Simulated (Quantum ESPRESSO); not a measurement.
**A series of single points on Cr**

System: Cr (Cmcm, 2 atoms in the cell).
Method: Kohn-Sham DFT of a periodic cell, LDA, GBRV 1.5 LDA, spin-polarised (Quantum ESPRESSO 7.5).

The 7 runs differ only in the geometry, by an even scaling of the cell at fixed fractional positions. The structure derives from a Materials Project entry.

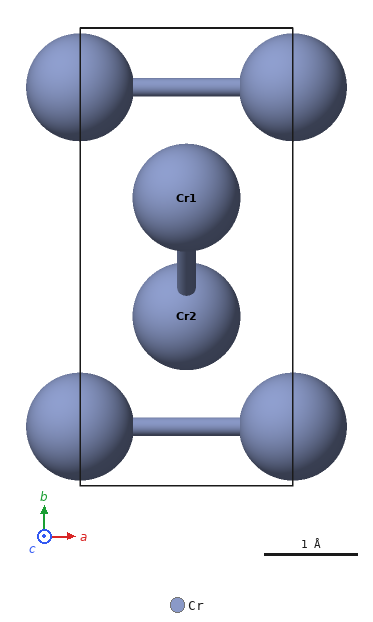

Figure 1. The structure of run 4 (ball-and-stick view of the cell 2 times as large as that of the calculation, set on its symmetry axes, along the c axis; atoms are numbered from 1 in the order of the input). An atom can appear more than once, as a periodic image.

### Input of run 4
```
&CONTROL
  calculation = 'scf'
  prefix = 'pwscf'
  outdir = './tmp'
  pseudo_dir = './pseudo'
  tprnfor = .true.
  tstress = .true.
  disk_io = 'nowf'
/
&SYSTEM
  ibrav = 0
  nat = 2
  ntyp = 1
  ecutwfc = 45
  ecutrho = 360
  nbnd = 24
  occupations = 'smearing'
  smearing = 'fd'
  degauss = 0.00367493
  nspin = 2
  starting_magnetization(1) = 0.2143
/
&ELECTRONS
  conv_thr = 4d-10
  electron_maxstep = 120
  mixing_beta = 0.3
/
ATOMIC_SPECIES
Cr    51.9961 cr_lda_v1.5.uspp.F.UPF
CELL_PARAMETERS angstrom
   1.1470505050   -2.4670251200    0.0000000000
   1.1470505050    2.4670251200    0.0000000000
   0.0000000000    0.0000000000    4.0643107400
ATOMIC_POSITIONS crystal
Cr     0.8705325800    0.1294674200    0.7500000000
Cr     0.1294674200    0.8705325800    0.2500000000
K_POINTS automatic
13 13 7 0 0 0
```

Command:
```bash
OMP_NUM_THREADS=1 mpirun -n 2 pw.x -nk 2 -in pw.in > pw.out
```

Run 2 differs from it as follows:
```diff
-   1.1470505050   -2.4670251200    0.0000000000
-   1.1470505050    2.4670251200    0.0000000000
-   0.0000000000    0.0000000000    4.0643107400
+   1.1315479221   -2.4336828554    0.0000000000
+   1.1315479221    2.4336828554    0.0000000000
+   0.0000000000    0.0000000000    4.0093808883
```

### Results, with one run withheld

```csv
run,volume per atom (Å³),"free energy per atom, from the lowest run given (meV)",pressure (GPa)
1,10.811,5.97,8.19
2,11.041,?,?
3,11.271,0.00,−3.76
4,11.501,8.98,−8.85
5,11.731,24.88,−13.40
6,11.961,47.01,−17.46
7,12.191,74.67,−21.16
```

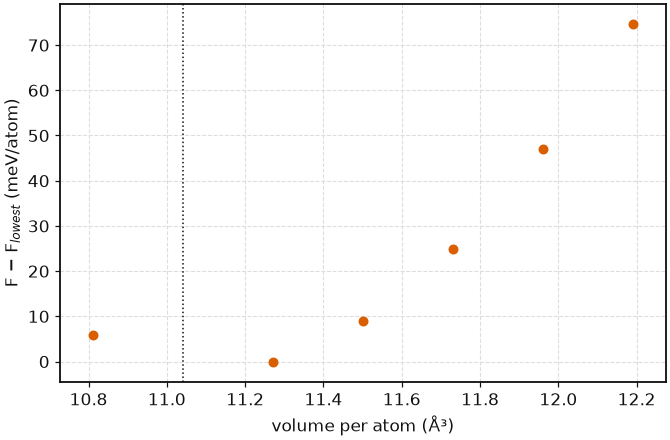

Figure 2. Free energy per atom of the runs given; the dotted line marks run 2.

Estimate the energy of run 2 from the others.

A cubic polynomial in V^(−2/3) (the Birch–Murnaghan form), fitted to the 6 runs given, misses them by at most 0.01 meV per atom. With x = V^(−2/3) − 0.19557 Å⁻², it reads F = 12.584 − 5547.4 x + 5.3401e+05 x² + 3.0889e+05 x³ (meV per atom). At run 2 it gives −1.31 meV per atom, and the run itself gives −1.30. The slope of the fit gives a pressure −dF/dV of 1.97 GPa there, and the run prints 1.88 GPa. The two needn't agree exactly: the fit is approximate, and the printed stress is taken on a finite basis. The fit has its minimum at 11.119 Å³ per atom, where V d²F/dV² gives 278 GPa. Cell shape and fractional positions are held, so this is the stiffness under even scaling; the relaxed bulk modulus wasn't computed.

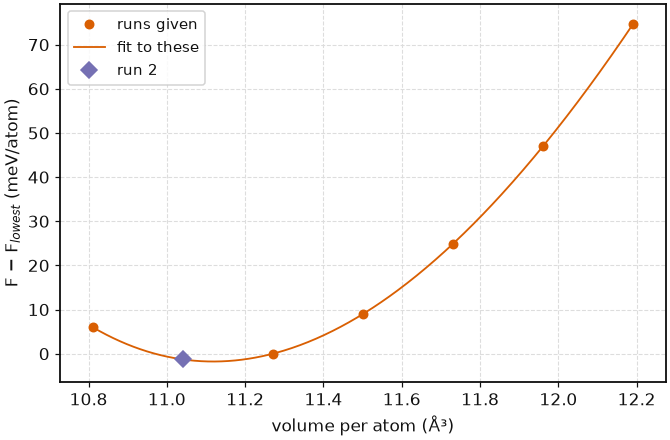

Figure 3. The fit and the withheld run.

### Some lines of the output (run 2)
```
[...]
     total energy              =    -350.93415500 Ry
     total energy              =    -350.92778622 Ry
     total energy              =    -350.93096515 Ry
     total energy              =    -350.93151880 Ry
     total energy              =    -350.93148127 Ry
     total energy              =    -350.93152498 Ry
     total energy              =    -350.93152762 Ry
     total energy              =    -350.93152761 Ry
     total energy              =    -350.93152764 Ry
     the Fermi energy is    20.1420 ev
!    total energy              =    -350.93152764 Ry
     The total energy is F=E-TS. E is the sum of the following terms:
     Computing stress (Cartesian axis) and pressure
          total   stress  (Ry/bohr**3)                   (kbar)     P=       18.76
```

Notes on the run: negative rho.
